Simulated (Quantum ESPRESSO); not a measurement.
## A series of single points on MgS

System: MgS (P6₃mc, 4 atoms in the cell).
Method: Kohn-Sham DFT of a periodic cell, PBE, SSSP 1.3 efficiency PBE, no spin polarisation (Quantum ESPRESSO 7.5).

The 7 runs differ only in the geometry, by an even scaling of the cell at fixed fractional positions. The structure derives from a Materials Project entry.

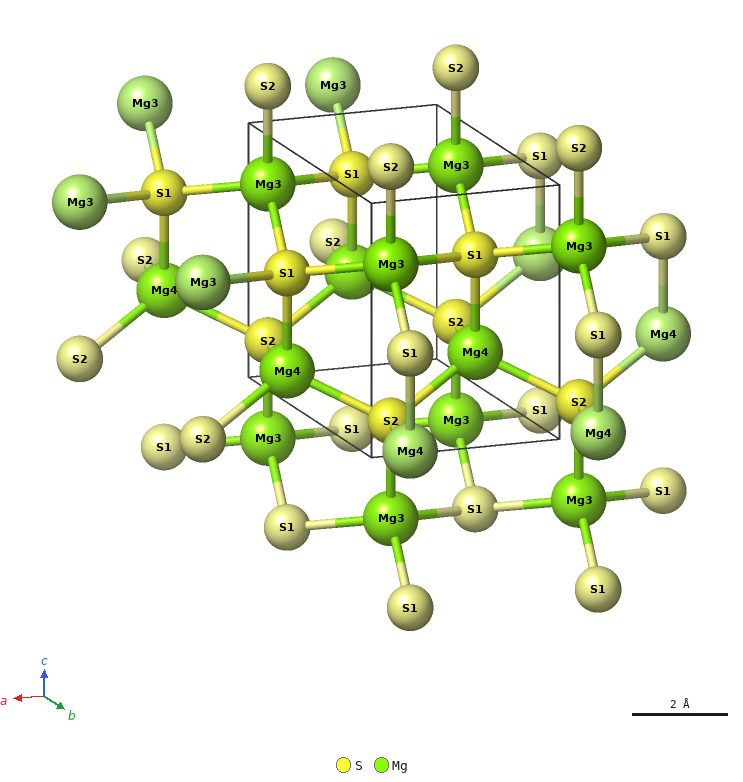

Figure 1. The structure of run 4 (ball-and-stick view of the cell of the calculation, repeated 2 × 2 × 1, seen at an oblique angle; neighbours outside the cell are drawn fainter; atoms are numbered from 1 in the order of the input).

### Input of run 4
```
&CONTROL
  calculation = 'scf'
  prefix = 'pwscf'
  outdir = './tmp'
  pseudo_dir = './pseudo'
  tprnfor = .true.
  tstress = .true.
  disk_io = 'nowf'
/
&SYSTEM
  ibrav = 0
  nat = 4
  ntyp = 2
  ecutwfc = 55
  ecutrho = 440
  nbnd = 14
  occupations = 'smearing'
  smearing = 'fd'
  degauss = 0.00367493
/
&ELECTRONS
  conv_thr = 8d-10
  electron_maxstep = 120
  mixing_beta = 0.5
/
ATOMIC_SPECIES
S     32.0600 s_pbe_v1.4.uspp.F.UPF
Mg    24.3050 Mg.pbe-n-kjpaw_psl.0.3.0.UPF
CELL_PARAMETERS angstrom
   4.0346224068    0.0000000000    0.0000000000
  -2.0173112034    3.4940854990    0.0000000000
   0.0000000000    0.0000000000    6.4322941800
ATOMIC_POSITIONS crystal
S      0.6666666667    0.3333333333    0.8792441500
S      0.3333333333    0.6666666667    0.3792441500
Mg     0.3333333333    0.6666666667    0.9957548500
Mg     0.6666666667    0.3333333333    0.4957548500
K_POINTS automatic
8 8 4 0 0 0
```

Command:
```bash
OMP_NUM_THREADS=1 pw.x -in pw.in > pw.out
```

Run 2 differs from it as follows:
```diff
-   4.0346224068    0.0000000000    0.0000000000
-  -2.0173112034    3.4940854990    0.0000000000
-   0.0000000000    0.0000000000    6.4322941800
+   3.9800937980    0.0000000000    0.0000000000
+  -1.9900468990    3.4468623386    0.0000000000
+   0.0000000000    0.0000000000    6.3453606289
```

### Results, with one run withheld

```tsv
run	volume per atom (Å³)	free energy per atom, from the lowest run given (meV)	pressure (GPa)	gap on the mesh (eV)
1	21.309	25.42	5.08	3.75
2	21.763	?	?	?
3	22.216	5.21	2.16	3.54
4	22.670	0.91	0.90	3.44
5	23.123	0.00	−0.24	3.34
6	23.576	2.15	−1.26	3.25
7	24.030	7.06	−2.19	3.16
```

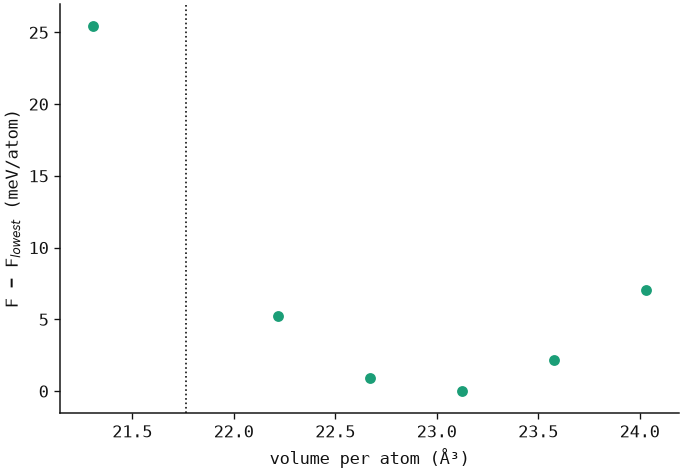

Figure 2. Free energy per atom of the runs given; the dotted line marks run 2.

Fit the runs given and predict run 2.

A cubic polynomial in V^(−2/3) (the Birch–Murnaghan form), fitted to the 6 runs given, misses them by under 0.01 meV per atom. With x = V^(−2/3) − 0.12440 Å⁻², it reads F = 0.35164 + 999.96 x + 5.9373e+05 x² + 2.4855e+05 x³ (meV per atom). At run 2 it gives 13.23 meV per atom, and the run itself gives 13.24. The slope of the fit gives a pressure −dF/dV of 3.54 GPa there, and the run prints 3.55 GPa. The fit has its minimum at 23.025 Å³ per atom, where V d²F/dV² gives 56 GPa. Cell shape and fractional positions are held, so this is the stiffness under even scaling; the relaxed bulk modulus wasn't computed. The gap on the mesh goes, without turning, from 3.75 eV in run 1 to 3.16 eV in run 7; run 2 has 3.64 eV. These are gaps of this functional on this mesh, which can miss the band edges; they aren't the measured gap.

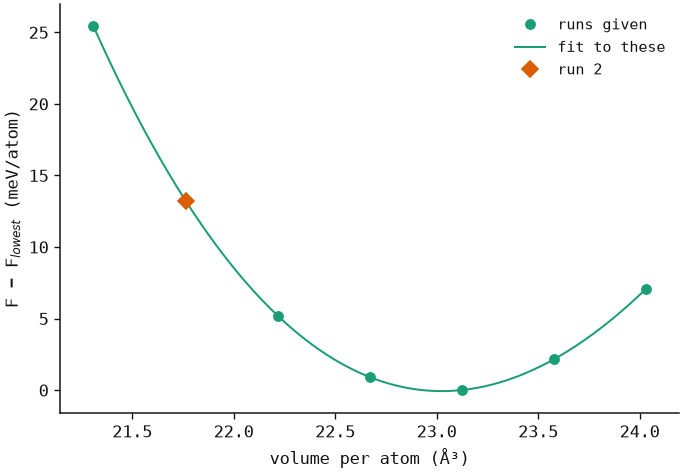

Figure 3. The fit and the withheld run.

### Some lines of the output (run 2)
```
[...]
     total energy              =    -115.79001689 Ry
     total energy              =    -115.84800100 Ry
     total energy              =    -115.84939719 Ry
     total energy              =    -115.84973110 Ry
     total energy              =    -115.85005780 Ry
     total energy              =    -115.85006251 Ry
     total energy              =    -115.85006357 Ry
     total energy              =    -115.85006358 Ry
     total energy              =    -115.85006363 Ry
     the Fermi energy is     4.3948 ev
!    total energy              =    -115.85006364 Ry
     The total energy is F=E-TS. E is the sum of the following terms:
     Computing stress (Cartesian axis) and pressure
          total   stress  (Ry/bohr**3)                   (kbar)     P=       35.45
```
